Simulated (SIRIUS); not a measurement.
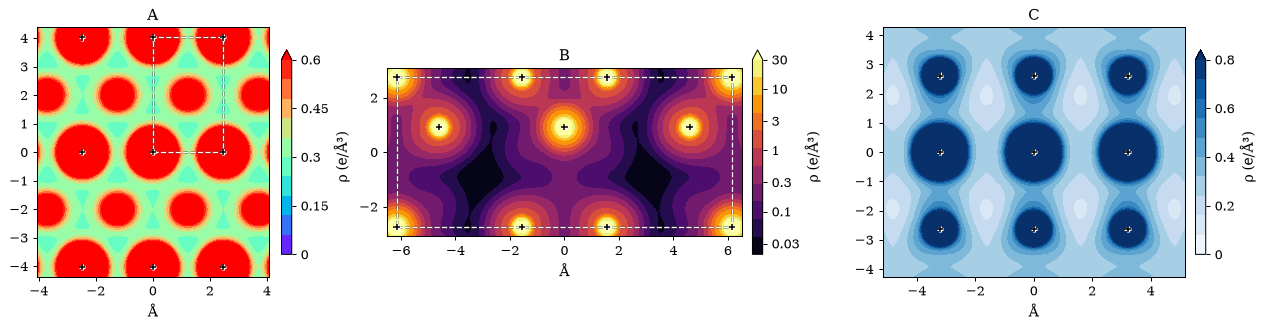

The electron density of 3 systems, each on a plane through atoms (crosses mark nuclei in the plane).

Computed with Kohn-Sham DFT of a periodic cell, PBEsol, all-electron FP-LAPW in SIRIUS.

System 1: MoS₂, the (110) plane of the conventional cell. Space group P6₃/mmc; not relaxed (largest force 0.3 eV/Å).

```cif
data_structure
_symmetry_space_group_name_H-M 'P 1'
_symmetry_Int_Tables_number 1
_cell_length_a 3.1690
_cell_length_b 3.1690
_cell_length_c 12.3240
_cell_angle_alpha 90.000
_cell_angle_beta 90.000
_cell_angle_gamma 120.000
_cell_volume 107.18
loop_
_atom_site_label
_atom_site_type_symbol
_atom_site_fract_x
_atom_site_fract_y
_atom_site_fract_z
_atom_site_occupancy
Mo1 Mo 0.66667 0.33333 0.75000 1
Mo2 Mo 0.33333 0.66667 0.25000 1
S1 S 0.66667 0.33333 0.37700 1
S2 S 0.33333 0.66667 0.87700 1
S3 S 0.66667 0.33333 0.12300 1
S4 S 0.33333 0.66667 0.62300 1
```

System 2: Si₂W, the (100) plane of the conventional cell. Space group I4/mmm.

System 3: Co, the (100) plane of the conventional cell. Space group P6₃/mmc; a structure from a database of computed crystals, not necessarily the ambient phase; spin-polarised.

### Match each panel to its system.

Panel A is system 3, Co: the plane holds Co. Co–Co (2.47 Å): ρ at the midpoint is about 0.35 e/Å³. Panel B is system 1, MoS₂: the plane holds Mo and S. Mo–S (2.41 Å): ρ is about 0.6 e/Å³ halfway. Panel C is system 2, Si₂W: the plane holds W and Si. Si–W (2.62 Å): ρ at the midpoint is about 0.42 e/Å³.
